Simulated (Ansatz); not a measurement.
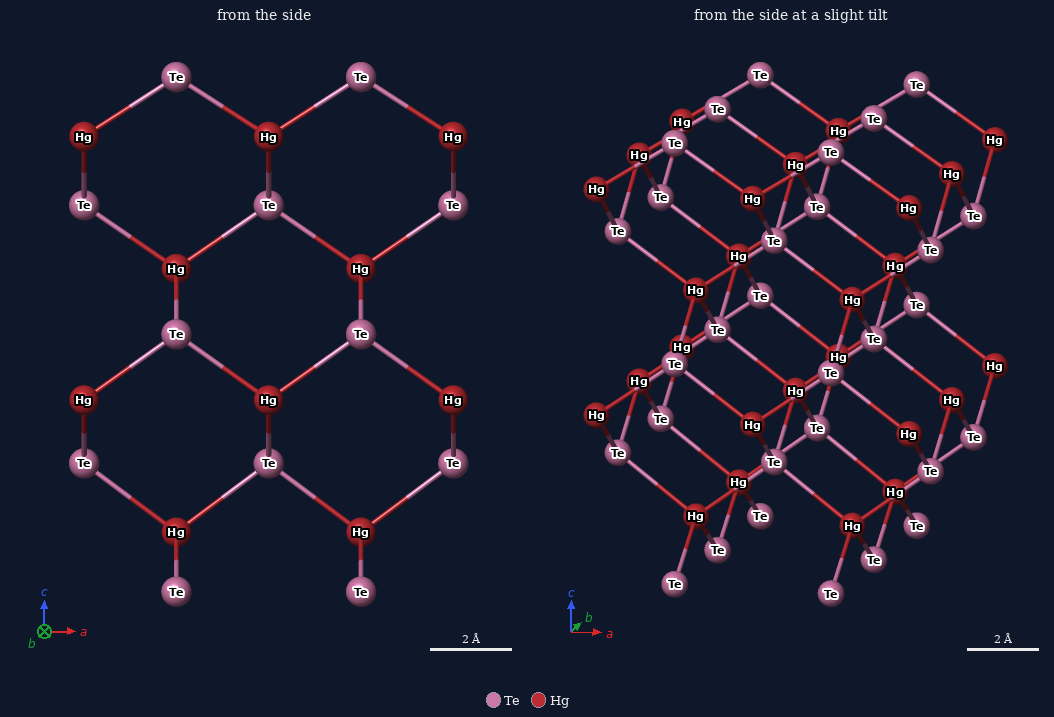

A ball-and-stick picture of a periodic slab, seen from the side and from the side at a slight tilt. The surface normal points up in side views; the vacuum is left out. 2×2 cells are drawn in the plane, with atoms at the edges repeated.

The cell holds 4 Hg, 5 Te. The slab was cut from bulk HgTe (F-43m).

Which elements lie outermost on each side?

Answer. The top face ends in Te, the bottom face in Te. The two faces are alike.

What is the slab's thickness, atom centre to atom centre?

Answer. About 13 Å from the lowest to the highest atom.

What layers make up the slab, from top to bottom?

Answer. Nine planes: Te / Hg / Te / Hg / Te / Hg / Te / Hg / Te.

Index the surface.

Answer. (1 0 0).

The model was built from a structure type filled with these elements by a generator (whether the compound takes this form wasn't checked); a slab was cut from it. The atoms were relaxed in a fixed cell with Ansatz 0.2.0, DFT PBEsol, scalar-relativistic, plane waves, PAW.
